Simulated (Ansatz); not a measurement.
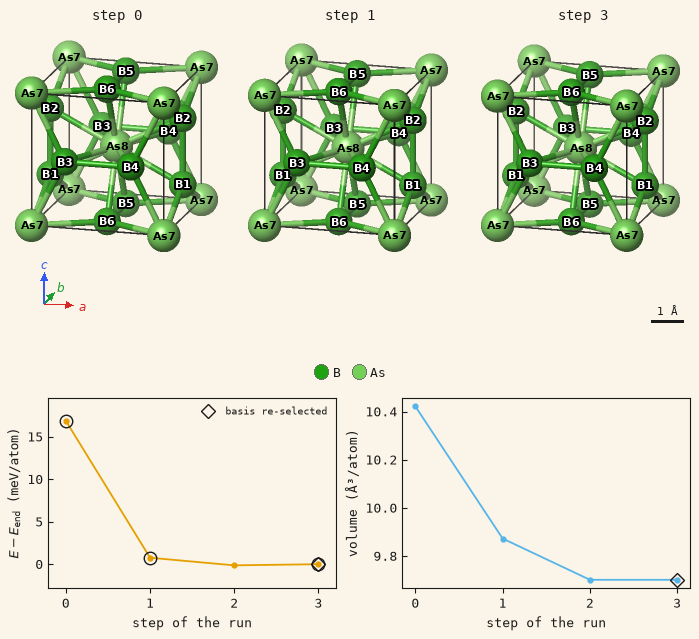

Frames of a relaxation of crystalline B3As (built on the A15_223 type) (coarse preliminary run), marked on the history of the run. The picture is a ball-and-stick view of the cell of the calculation, seen slightly off an axis.

Case: A15 type (Pm-3n, No. 223).

All numbers below come from DFT r2SCAN, scalar-relativistic, plane waves, PAW (Ansatz).

Input
```yaml
crystal:
  lattice:
    - [4.3685917688, 0.0, 0.0]
    - [0.0, 4.3685917688, 0.0]
    - [0.0, 0.0, 4.3685917688]
  atoms:
    - { symbol: B, position: [0.0, 0.5, 0.25] }
    - { symbol: B, position: [0.0, 0.5, 0.75] }
    - { symbol: B, position: [0.25, 0.0, 0.5] }
    - { symbol: B, position: [0.75, 0.0, 0.5] }
    - { symbol: B, position: [0.5, 0.75, 0.0] }
    - { symbol: B, position: [0.5, 0.25, 0.0] }
    - { symbol: As, position: [0.0, 0.0, 0.0] }
    - { symbol: As, position: [0.5, 0.5, 0.5] }
basis:
  ecutwfc: 500
kpoints:
  mp_grid: { grid: [4, 4, 4] }
hamiltonian:
  xc: r2scan
scf:
  occupations: { method: gaussian, width: 0.1 }
  lower_state_search: "off"
output:
  forces: true
  stress: true
  eigenvalues: true
relax:
  adjacent_minimum: "off"
  f_tol: 0.04
  max_steps: 70
  cell: { stress_tol: 0.4 }
```

Launched with:
```bash
ansatz run input.yaml --threads 1 --pin off --max-ram 2560MiB --backend cpu --events-out ev --progress --plain --runs-dir out
```

Question: What happens along the run?

Answer: After 2 accepted moves (3 points after the start) the energy has fallen by 16.9 meV per atom. All forces vanish by symmetry, so only the cell relaxes. Pressure: −7.20 GPa at the start and 0.21 GPa at the end. The SCF was repeated once at an unchanged geometry on a basis and grid sized afresh for the cell, which shifted the energy by 0.1 meV per atom at most. No atom moves by more than 0.005 Å relative to the cell. Cell: a = b = c 4.369 → 4.266 Å (−2.4 %). Volume −6.9 %. Near-neighbour distances that change, for instance: B1–As7 2.442 → 2.385 Å, B1–B2 2.184 → 2.133 Å. The space group stays Pm-3n (No. 223). Cost: 16 s on 1 thread of Arm Neoverse V2 (shared host), peak memory 0.48 GiB. From step 0 to 1: volume −5.3 %, energy −16.1 meV per atom. From step 1 to 3: volume −1.7 %, energy −0.8 meV per atom.
